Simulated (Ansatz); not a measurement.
Structure data:

```xyz
6
Lattice="3.1046 0.0000 0.0000 0.0000 3.1046 0.0000 0.0000 0.0000 8.3521" Properties=species:S:1:pos:R:3 pbc="T T T"
Al    1.5523    1.5523    1.3312
Al    0.0000    0.0000    2.8448
Ru    0.0000    0.0000    0.0000
Al    0.0000    0.0000    5.5073
Al    1.5523    1.5523    7.0209
Ru    1.5523    1.5523    4.1760
```

Q: What does this file describe?

A: It has the composition Al₂Ru. It takes space group I4/mmm (No. 139) on a body-centred tetragonal lattice. One cell contains 4 Al, 2 Ru, 6 atoms in all.

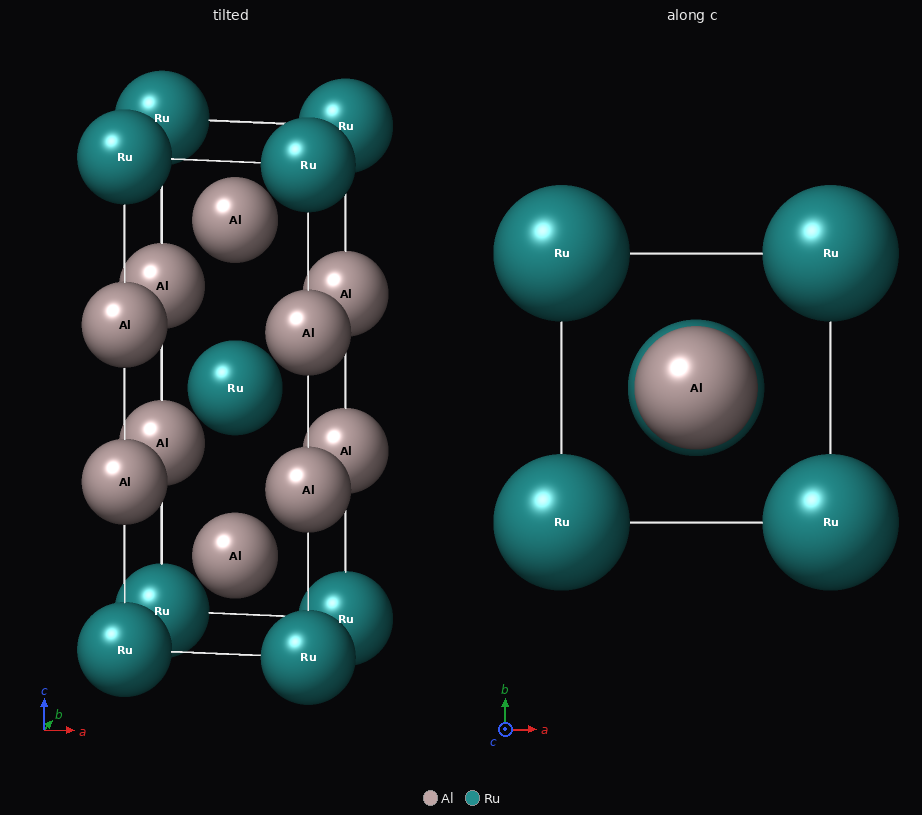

Spheres-only drawing of the structure, looking slightly off an axis and along the c axis. The conventional unit cell is outlined; an atom on or near a face, edge or corner is repeated at each equivalent position. Colours: aluminium light grey, ruthenium teal.

Provenance: a structure listed in the Materials Project. It was relaxed at fixed volume with DFT PBEsol, scalar-relativistic, plane waves, PAW in Ansatz 0.2.0.
